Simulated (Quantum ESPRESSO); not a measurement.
# ZnS (F-43m): phonons by linear response, part 2 of 5

Wanted: phonon bands, density of states and zone-centre response of ZnS (F-43m).

Quantum ESPRESSO 7.5; DFT LDA, scalar-relativistic, plane waves, PseudoDojo norm-conserving pseudopotentials.

So far. Step 2 (A first look): A gap of 1.9 eV opens on this mesh, so the crystal is taken as an insulator; the start stands at -4.4 GPa. Step 4 (Ground state): The cell stands at -0.001 GPa, close enough for phonons.

The database entry behind the starting cell differs from later determinations by our own check (about 0.1 % short), so it need not match the best structure at ambient conditions.

### 5. Linear response on the mesh

Linear response treats each wavevector in the unit cell, with no supercell; the 2×2×2 mesh fixes the range of the force constants to be had.

Contents of ph.in:

```
phonons
 &inputph
    prefix='x',
    outdir='./tmp',
    fildyn='x.dyn',
    tr2_ph=1.0d-18,
    epsil=.true.,
    ldisp=.true.,
    nq1=2,
    nq2=2,
    nq3=2,
 /
```

The run is started by

```sh
> OMP_NUM_THREADS=1 mpirun -n 4 ph.x -nk 4 -in ph.in > ph.out
```

Numbers of over 12 decimals in the logs are rounded to 6 here.

Output:

```text
[banners, grids, parts of the stress and lines that vanish by symmetry left out]
[banner, memory and clock lines left out]
Program PHONON v.7.5

     ./tmp/x.save/

     IMPORTANT: XC functional enforced from input :
     Exchange-correlation= PW
                           (   1   4   0   0   0   0   0)
     Any further DFT definition will be discarded
     Please, verify this is what you really want

     G-vector sticks info

     Reading collected, re-writing distributed wavefunctions in ./tmp/

     Dynamical matrices for ( 2, 2, 2)  uniform grid of q-points
     (   3 q-points):
       N         xq(1)         xq(2)         xq(3)
       1   0.000000000   0.000000000   0.000000000
       2   0.500000000  -0.500000000   0.500000000
       3   0.000000000  -1.000000000   0.000000000

     Number and degeneracy of irreps per q-point
       N         xq(1)         xq(2)         xq(3)   N irreps
       1   0.000000000   0.000000000   0.000000000       2
        3   3
       2   0.500000000  -0.500000000   0.500000000       4
        1   1   2   2
       3   0.000000000  -1.000000000   0.000000000       4
        1   1   2   2

     Calculation of q =    0.0000000   0.0000000   0.0000000

     phonons

     bravais-lattice index     =            2
     lattice parameter (alat)  =      10.0108  a.u.
     unit-cell volume          =     250.8100 (a.u.)^3
     number of atoms/cell      =            2
     number of atomic types    =            2
     kinetic-energy cut-off    =      92.0000  Ry
     charge density cut-off    =     368.0000  Ry
     convergence threshold     =      1.0E-18
     beta                      =       0.7000
     number of iterations used =            4
     Exchange-correlation= PW
                           (   1   4   0   0   0   0   0)

     celldm(1)=   10.01079  celldm(2)=    0.00000  celldm(3)=    0.00000
     celldm(4)=    0.00000  celldm(5)=    0.00000  celldm(6)=    0.00000

     crystal axes: (cart. coord. in units of alat)
               a(1) = ( -0.5000  0.0000  0.5000 )
               a(2) = (  0.0000  0.5000  0.5000 )
               a(3) = ( -0.5000  0.5000  0.0000 )

     reciprocal axes: (cart. coord. in units 2 pi/alat)
               b(1) = ( -1.0000 -1.0000  1.0000 )
               b(2) = (  1.0000  1.0000  1.0000 )
               b(3) = ( -1.0000  1.0000 -1.0000 )

     Atoms inside the unit cell:

     Cartesian axes

     site n.  atom      mass           positions (alat units)
        1  Zn     65.3800   tau(    1) = (   -0.25000    0.25000    0.25000  )
        2  S      32.0600   tau(    2) = (    0.00000    0.00000    0.00000  )

     Computing dynamical matrix for
                    q = (   0.0000000   0.0000000   0.0000000 )

     25 Sym.Ops. (with q -> -q+G )

     G cutoff =  934.1674  (  29939 G-vectors)     FFT grid: ( 45, 45, 45)
     number of k points=    47

     PseudoPot. # 1 for Zn read from file:
     ./pseudo/Zn.upf
     Pseudo is Norm-conserving + core correction, Zval = 20.0

     PseudoPot. # 2 for S  read from file:
     ./pseudo/S.upf
     Pseudo is Norm-conserving + core correction, Zval =  6.0

     Mode symmetry, T_d (-43m)  point group:

     Electric field:
     Dielectric constant
     Born effective charges in two ways

     Atomic displacements:
     There are    2 irreducible representations

     Representation     1      3 modes -  To be done

     Representation     2      3 modes -  To be done

     Alpha used in Ewald sum =   2.8000

     Electric Fields Calculation

      iter #   1   av.it.:   8.7
      thresh= 1.000E-02 alpha_mix =  0.700 |ddv_scf|^2 =  6.671E-08

      [... iterations left out ...]
      iter #   8   av.it.:  18.5
      thresh= 2.842E-10 alpha_mix =  0.700 |ddv_scf|^2 =  3.786E-20

     End of electric fields calculation

          Dielectric constant in cartesian axis

          (       6.253084082       0.000000000       0.000000000 )
          (       0.000000000       6.253084082       0.000000000 )
          (       0.000000000       0.000000000       6.253084082 )

          Effective charges (d Force / dE) in cartesian axis without acoustic sum rule applied (asr)

           atom    1  Zn    Mean Z*:        1.90829
      Ex  (        1.90829        0.00000        0.00000 )
      Ey  (        0.00000        1.90829       -0.00000 )
      Ez  (        0.00000       -0.00000        1.90829 )
           atom    2  S     Mean Z*:       -1.91235
      Ex  (       -1.91235       -0.00000        0.00000 )
      Ey  (       -0.00000       -1.91235        0.00000 )
      Ez  (        0.00000        0.00000       -1.91235 )

          Effective charges Sum: Mean:       -0.00406
             -0.00406        0.00000        0.00000
              0.00000       -0.00406       -0.00000
              0.00000       -0.00000       -0.00406

          Effective charges (d Force / dE) in cartesian axis with asr applied:
           atom    1  Zn    Mean Z*:        1.91032
      E*x (        1.91032        0.00000        0.00000 )
      E*y (        0.00000        1.91032       -0.00000 )
      E*z (        0.00000       -0.00000        1.91032 )
           atom    2  S     Mean Z*:       -1.91032
      E*x (       -1.91032       -0.00000       -0.00000 )
      E*y (       -0.00000       -1.91032        0.00000 )
      E*z (       -0.00000        0.00000       -1.91032 )

     Representation #   1 modes #   1   2   3

     Self-consistent Calculation

      iter #   1   av.it.:   8.7
      thresh= 1.000E-02 alpha_mix =  0.700 |ddv_scf|^2 =  1.125E-07

      [... iterations left out ...]
      iter #   8   av.it.:  18.5
      thresh= 2.053E-10 alpha_mix =  0.700 |ddv_scf|^2 =  2.543E-20

     End of self-consistent calculation

     Convergence has been achieved

     Representation #   2 modes #   4   5   6

     Self-consistent Calculation

      iter #   1   av.it.:  13.2
      thresh= 1.000E-02 alpha_mix =  0.700 |ddv_scf|^2 =  1.017E-05

      [... iterations left out ...]
      iter #   9   av.it.:  18.5
      thresh= 1.371E-10 alpha_mix =  0.700 |ddv_scf|^2 =  1.235E-20

     End of self-consistent calculation

     Convergence has been achieved

     Number of q in the star =    1
     List of q in the star:
          1   0.000000000   0.000000000   0.000000000

          Dielectric constant in cartesian axis

          (       6.253084082       0.000000000       0.000000000 )
          (       0.000000000       6.253084082       0.000000000 )
          (       0.000000000       0.000000000       6.253084082 )

          Effective charges (d Force / dE) in cartesian axis without acoustic sum rule applied (asr)

           atom    1  Zn    Mean Z*:        1.90829
      Ex  (        1.90829        0.00000        0.00000 )
      Ey  (        0.00000        1.90829       -0.00000 )
      Ez  (        0.00000       -0.00000        1.90829 )
           atom    2  S     Mean Z*:       -1.91235
      Ex  (       -1.91235       -0.00000        0.00000 )
      Ey  (       -0.00000       -1.91235        0.00000 )
      Ez  (        0.00000        0.00000       -1.91235 )

          Effective charges Sum: Mean:       -0.00406
             -0.00406        0.00000        0.00000
              0.00000       -0.00406       -0.00000
              0.00000       -0.00000       -0.00406

          Effective charges (d Force / dE) in cartesian axis with asr applied:
           atom    1  Zn    Mean Z*:        1.91032
      E*x (        1.91032        0.00000        0.00000 )
      E*y (        0.00000        1.91032       -0.00000 )
      E*z (        0.00000       -0.00000        1.91032 )
           atom    2  S     Mean Z*:       -1.91032
      E*x (       -1.91032       -0.00000       -0.00000 )
      E*y (       -0.00000       -1.91032        0.00000 )
      E*z (       -0.00000        0.00000       -1.91032 )

          Effective charges (d P / du) in cartesian axis

           atom      1Zn
      Px  (        1.90829       -0.00000        0.00000 )
      Py  (       -0.00000        1.90829        0.00000 )
      Pz  (       -0.00000        0.00000        1.90829 )
           atom      2S
      Px  (       -1.91235       -0.00000       -0.00000 )
      Py  (       -0.00000       -1.91235       -0.00000 )
      Pz  (        0.00000       -0.00000       -1.91235 )

     Diagonalizing the dynamical matrix

     q = (    0.000000000   0.000000000   0.000000000 )

 **************************************************************************
     freq (    1) =      -0.081975 [THz] =      -2.734394 [cm-1]
     freq (    2) =      -0.081975 [THz] =      -2.734394 [cm-1]
     freq (    3) =      -0.081975 [THz] =      -2.734394 [cm-1]
     freq (    4) =       8.729636 [THz] =     291.189318 [cm-1]
     freq (    5) =       8.729636 [THz] =     291.189318 [cm-1]
     freq (    6) =       8.729636 [THz] =     291.189318 [cm-1]
 **************************************************************************

     Mode symmetry, T_d (-43m)  point group:

     freq (   1-   3) =         -2.7  [cm-1]   --> T_2  G_15 P_4   I+R
     freq (   4-   6) =        291.2  [cm-1]   --> T_2  G_15 P_4   I+R

     Calculation of q =    0.5000000  -0.5000000   0.5000000
     [... set-up and bands at k+q left out ...]

     Mode symmetry, C_3v (3m)   point group:

     Atomic displacements:
     There are    4 irreducible representations

     Representation     1      1 modes -  To be done

     Representation     2      1 modes -  To be done

     Representation     3      2 modes -  To be done

     Representation     4      2 modes -  To be done

     Message from routine init_vloc:
     Interpolation table for Vloc re-allocated

     Alpha used in Ewald sum =   2.8000

     Representation #   1 mode #   1

     Self-consistent Calculation

      iter #   1   av.it.:  13.6
      thresh= 1.000E-02 alpha_mix =  0.700 |ddv_scf|^2 =  7.681E-04

      [... iterations left out ...]
      iter #  14   av.it.:  16.6
      thresh= 1.504E-10 alpha_mix =  0.700 |ddv_scf|^2 =  2.308E-20

     End of self-consistent calculation

     Convergence has been achieved

     Representation #   2 mode #   2

     Self-consistent Calculation

[...]
[... iterations left out ...]
[...]
End of self-consistent calculation

     Convergence has been achieved

     Representation #   3 modes #   3   4

     Self-consistent Calculation

[...]
[... iterations left out ...]
[...]
End of self-consistent calculation

     Convergence has been achieved

     Representation #   4 modes #   5   6

     Self-consistent Calculation

[...]
[... iterations left out ...]
[...]
End of self-consistent calculation

     Convergence has been achieved

     Number of q in the star =    4
     List of q in the star:
          1   0.500000000  -0.500000000   0.500000000
          2  -0.500000000   0.500000000   0.500000000
          3   0.500000000   0.500000000  -0.500000000
          4  -0.500000000  -0.500000000  -0.500000000

     Diagonalizing the dynamical matrix

     q = (    0.500000000  -0.500000000   0.500000000 )

 **************************************************************************
     freq (    1) =       2.066203 [THz] =      68.921118 [cm-1]
     freq (    2) =       2.066203 [THz] =      68.921118 [cm-1]
     freq (    3) =       5.968388 [THz] =     199.084011 [cm-1]
     freq (    4) =       9.155851 [THz] =     305.406319 [cm-1]
     freq (    5) =       9.155851 [THz] =     305.406319 [cm-1]
     freq (    6) =      10.374535 [THz] =     346.057227 [cm-1]
 **************************************************************************

     Mode symmetry, C_3v (3m)   point group:

     freq (   1-   2) =         68.9  [cm-1]   --> E    L_3
     freq (   3-   3) =        199.1  [cm-1]   --> A_1  L_1
     freq (   4-   5) =        305.4  [cm-1]   --> E    L_3
     freq (   6-   6) =        346.1  [cm-1]   --> A_1  L_1

     Calculation of q =    0.0000000  -1.0000000   0.0000000
     [... set-up and bands at k+q left out ...]

     Mode symmetry, D_2d (-42m) point group:

     Atomic displacements:
     There are    4 irreducible representations

     Representation     1      1 modes -  To be done

     Representation     2      1 modes -  To be done

     Representation     3      2 modes -  To be done

     Representation     4      2 modes -  To be done

     Alpha used in Ewald sum =   2.8000

     Representation #   1 mode #   1

     Self-consistent Calculation

[...]
[... iterations left out ...]
[...]
End of self-consistent calculation

     Convergence has been achieved

     Representation #   2 mode #   2

     Self-consistent Calculation

[...]
[... iterations left out ...]
[...]
End of self-consistent calculation

     Convergence has been achieved

     Representation #   3 modes #   3   4

     Self-consistent Calculation

      iter #   1   av.it.:   9.0
      thresh= 1.000E-02 alpha_mix =  0.700 |ddv_scf|^2 =  7.354E-07

      [... iterations left out ...]
      iter #   8   av.it.:  18.1
      thresh= 2.593E-10 alpha_mix =  0.700 |ddv_scf|^2 =  1.495E-19

     End of self-consistent calculation

     Convergence has been achieved

     Representation #   4 modes #   5   6

     Self-consistent Calculation

      iter #   1   av.it.:  13.3
      thresh= 1.000E-02 alpha_mix =  0.700 |ddv_scf|^2 =  3.740E-05

      [... iterations left out ...]
      iter #   9   av.it.:  17.4
      thresh= 2.029E-10 alpha_mix =  0.700 |ddv_scf|^2 =  1.562E-20

     End of self-consistent calculation

     Convergence has been achieved

     Number of q in the star =    3
     List of q in the star:
          1   0.000000000  -1.000000000   0.000000000
          2   0.000000000   0.000000000  -1.000000000
          3  -1.000000000   0.000000000   0.000000000

     Diagonalizing the dynamical matrix

     q = (    0.000000000  -1.000000000   0.000000000 )

 **************************************************************************
     freq (    1) =       2.777043 [THz] =      92.632178 [cm-1]
     freq (    2) =       2.777043 [THz] =      92.632178 [cm-1]
     freq (    3) =       6.517404 [THz] =     217.397195 [cm-1]
     freq (    4) =       9.728139 [THz] =     324.495783 [cm-1]
     freq (    5) =       9.728139 [THz] =     324.495783 [cm-1]
     freq (    6) =      10.023000 [THz] =     334.331292 [cm-1]
 **************************************************************************

     Mode symmetry, D_2d (-42m) point group:

     freq (   1-   2) =         92.6  [cm-1]   --> E    X_5  W_3
     freq (   3-   3) =        217.4  [cm-1]   --> A_1  X_1  W_1
     freq (   4-   5) =        324.5  [cm-1]   --> E    X_5  W_3
     freq (   6-   6) =        334.3  [cm-1]   --> B_2  X_3  W_2
```

It took 28 min on 4 MPI ranks of Intel Xeon Platinum 8375C at 2.90GHz (Ice Lake), shared host; 1.9 h of CPU time.

This step gave:

```yaml
miss_of_the_charge_sum_rule: 0.004060 e
largest_acoustic_frequency_at_the_zone_centre_before_the_sum_rule: -2.73 cm⁻¹
highest_optical_zone_centre_mode_no_lo_to_term: 291.2 cm⁻¹
lowest_optical_zone_centre_mode: 291.2 cm⁻¹
mean_high_frequency_dielectric_constant: 6.253
largest_born_charge_in_size_third_of_the_trace: 1.912 e
lowest_mode_on_the_q_mesh_acoustic_ones_at_the_zone_centre_apart: 68.92 cm⁻¹
```

Frequencies (cm⁻¹) at each irreducible wavevector; negative means imaginary. Frequencies by wavevector:

```csv
q (fractions),star,mode 1,mode 2,mode 3,mode 4,mode 5,mode 6
0 0 0,1,-2.73,-2.73,-2.73,291.2,291.2,291.2
0 0 -0.5,4,68.92,68.92,199.1,305.4,305.4,346.1
0 -0.5 -0.5,3,92.63,92.63,217.4,324.5,324.5,334.3
```

Born charge (rows field, columns displacement), before the sum rule (e), principal values of the symmetric part by kind of site:

| atom | atoms with these values | low | middle | high | mean |
| --- | --- | --- | --- | --- | --- |
| Zn1 | 1 | 1.91 | 1.91 | 1.91 | 1.91 |
| S2 | 1 | -1.91 | -1.91 | -1.91 | -1.91 |

In full for S2:

```
-1.91  0.00  0.00
 0.00 -1.91  0.00
 0.00  0.00 -1.91
```

High-frequency dielectric tensor:

```
6.25 0.00 0.00
0.00 6.25 0.00
0.00 0.00 6.25
```

The acoustic modes at Γ come out as far as 2.7 cm⁻¹ from zero, where they should vanish, a small numerical error; the Born charges miss their sum rule by 0.0041 e, which is good.

### 6. Force constants in real space

The dynamical matrices of the mesh are Fourier-transformed to force constants in real space, after the long-range dipole part is taken out.

Contents of q2r.in:

```
 &input
    fildyn='x.dyn',
    zasr='simple',
    flfrc='x.fc',
 /
```

The run is started by

```sh
> q2r.x < q2r.in > q2r.out
```

Output:

```text
[banners, grids, parts of the stress and lines that vanish by symmetry left out]
[banner, memory and clock lines left out]
Program Q2R v.7.5

  reading grid info from file x.dyn0

  reading force constants from file x.dyn1
 macroscopic fields = T
   6.25308   0.00000   0.00000
   0.00000   6.25308   0.00000
[...]
na=            1
[...]
na=            2
[...]
-0.00000  -1.91235   0.00000
   0.00000   0.00000  -1.91235
  alpha Ewald:    2.538498
  nqs=            1
 q=   0.00000000  0.00000000  0.00000000
  reading force constants from file x.dyn2
  alpha Ewald:    2.538498
  nqs=            4
 q=   0.50000000 -0.50000000  0.50000000
[...]
reading force constants from file x.dyn3
  alpha Ewald:    2.538498
  nqs=            3
[...]
q=   0.00000000  0.00000000 -1.00000000
 q=  -1.00000000  0.00000000  0.00000000

      q-space grid ok, #points =    8

      fft-check success (sum of imaginary terms < 10^-12)
```

The job ended after 0.64 s (1 thread).

### 7. Interpolated phonon bands

From the force constants any wavevector is cheap; points of the mesh come back as solved, but for the sum rule and, in polar crystals, the LO-TO term at Γ; the rest is interpolation.

Contents of matdyn.in:

```
 &input
    asr='simple',
    flfrc='x.fc',
    flfrq='x.freq',
    flvec='x.modes',
    q_in_band_form=.true.,
    q_in_cryst_coord=.true.,
 /
8
  0.0000000   0.0000000   0.0000000  12  ! GAMMA
 -0.0000000   0.5000000   0.5000000  12  ! X
  0.0000000   0.6250000   0.3750000   1  ! U
 -0.3750000   0.3750000  -0.0000000  12  ! K
  0.0000000   0.0000000   0.0000000  12  ! GAMMA
 -0.0000000   0.5000000  -0.0000000  12  ! L
 -0.2500000   0.5000000   0.2500000  12  ! W
 -0.0000000   0.5000000   0.5000000   1  ! X
```

The run is started by

```sh
> matdyn.x -in matdyn.in > matdyn.out
```

Output:

```text
[banner, memory and clock lines left out]
Program MATDYN v.7.5

 mass for atomic type   1 not given; uses mass from file x.fc
 mass for atomic type   2 not given; uses mass from file x.fc
```

Elapsed: 0.63 s, on 1 thread.

Numbers from this step:

| Quantity | Value |
| --- | --- |
| lowest frequency on the path | 0 cm⁻¹ |

Matdyn.x, sum rule simple. Phonon branches along the path, in cm⁻¹:

```csv
point,branch 1,branch 2,branch 3,branch 4,branch 5,branch 6
Γ,0,0,0,291,291,347
X,93,93,217,324,324,334
U,88,131,197,319,319,339
jump to K,88,131,197,319,319,339
Γ,0,0,0,291,291,347
L,69,69,199,305,305,346
W,106,132,190,314,327,337
X,93,93,217,324,324,334
```

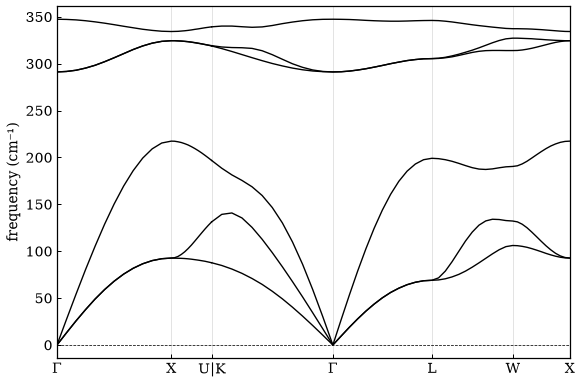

Phonon branches along the path.

All branches are real along the path.

### 8. Sums over the zone

Sums over the zone need many more wavevectors than were solved, so the interpolation is sampled on a dense mesh.

Contents of matdyn.in:

```
 &input
    asr='simple',
    flfrc='x.fc',
    dos=.true.,
    fldos='x.dos',
    nk1=15,
    nk2=15,
    nk3=15,
    deltaE=1.0,
 /
```

The run is started by

```sh
> matdyn.x -in matdyn.in > matdyn.out
```

Output:

```text
[banner, memory and clock lines left out]
Program MATDYN v.7.5

 mass for atomic type   1 not given; uses mass from file x.fc
 mass for atomic type   2 not given; uses mass from file x.fc
```

Wall time 3.4 s (1 thread).

Numbers from this step:

```yaml
share_of_modes_beyond_3i_cm_minus1_on_the_dense_interpolated_mesh: 0
zero_point_energy_per_atom: 40.79 meV
heat_capacity_at_300_k: 22.37 J/(mol atoms K)
vibrational_entropy_at_300_k: 29.13 J/(mol atoms K)
```

The phonon density of states has structure finer than the step of the table below, so its rows give means over 25 cm⁻¹, whole bins alone (the curve runs from 0 to 348 cm⁻¹). Peaks (cm⁻¹: height): total 92.0: 0.0411, 188.0: 0.0491, 316.0: 0.119, 340.0: 0.159; S 316.0: 0.101, 340.0: 0.139; Zn 92.0: 0.0327, 134.0: 0.0186, 188.0: 0.0466, 314.0: 0.0209, 340.0: 0.0205.

Tetrahedra. The phonon density of states by wavenumber; means over each step; values in 1/cm⁻¹/cell:

| wavenumber (cm⁻¹) | total | S | Zn |
| --- | --- | --- | --- |
| 25 | 0.00135 | 4.3e-4 | 9.3e-4 |
| 50 | 0.00777 | 0.00223 | 0.00554 |
| 75 | 0.0306 | 0.00736 | 0.0232 |
| 100 | 0.0257 | 0.00524 | 0.0204 |
| 125 | 0.0180 | 0.00345 | 0.0145 |
| 150 | 0.00453 | 8.9e-4 | 0.00365 |
| 175 | 0.0149 | 0.00150 | 0.0134 |
| 200 | 0.0170 | 7.3e-4 | 0.0162 |
| 225 | 3.0e-4 | 2.9e-6 | 2.9e-4 |
| 250 | 0 | 0 | 0 |
| 275 | 0 | 0 | 0 |
| 300 | 0.0381 | 0.0283 | 0.00974 |
| 325 | 0.0461 | 0.0388 | 0.00730 |

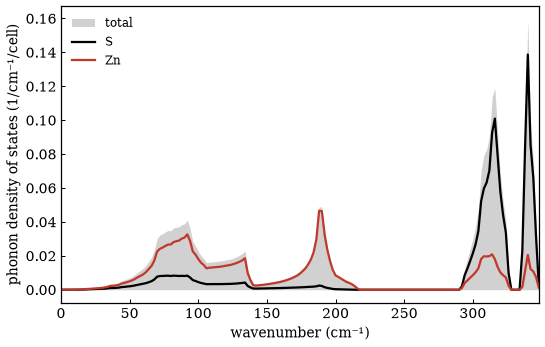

Phonon density of states against wavenumber.

Harmonic thermodynamic functions per atom, summed over the density of states scaled to three modes an atom; melting is ignored. Thermodynamic functions:

```csv
T (K),F_vib (meV/atom),S (J/mol-atom/K),C_V (J/mol-atom/K)
0,40.79,0,0
50,40.31,3.073,5.827
100,37.14,9.218,12.43
200,21.49,20.54,19.8
300,-4.46,29.13,22.37
400,-38.22,35.73,23.43
500,-78.09,41.03,23.95
600,-123,45.42,24.25
700,-172,49.17,24.43
800,-224.7,52.44,24.55
900,-280.6,55.34,24.63
1000,-339.3,57.94,24.69
```

At 300 K the heat capacity has reached 90 % of the Dulong-Petit value.

(Part 2 of 5 ends here.)

[Host names and launcher messages were left out of these logs when they were recorded.]

[Logs are printed without paths, hosts, clocks, repeated set-up lines and the standing remarks that a program may print on its own settings, such as how far it seeks lower states.]

[Hosts, paths, dates, database ids (printed as entryN), source tags and the programs' standing remarks are cut or masked in the printed files.]
